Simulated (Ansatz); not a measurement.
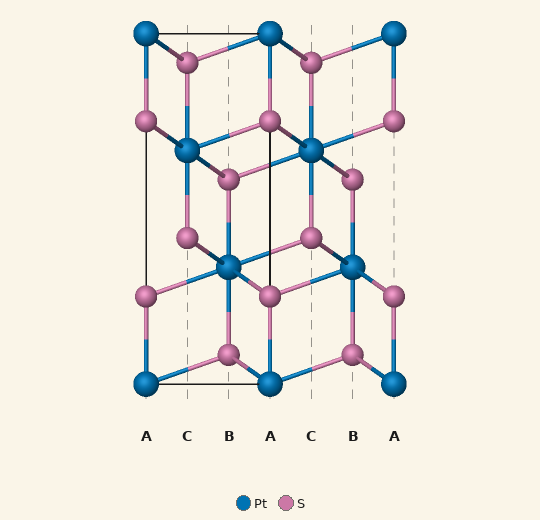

The picture looks along a close-packed row of the hexagonal mesh; [111] points upwards. The dashed lines mark the three columns A (0, 0), B (1/3, 2/3) and C (2/3, 1/3). The box is the hexagonal cell of the face-centred cubic lattice. The sequence starts with the first layer at or above the cell's origin.

PtS2. Coordinates: the input geometry of an electronic-structure calculation (not necessarily at equilibrium); the starting structure was generated, so it need not be a known form of this composition.

**List the layers of one repeat.**

Pt(A) – S(B) – S(A) – Pt(B) – S(C) – S(B) – Pt(C) – S(A) – S(C) (nine layers in 10.31 Å).
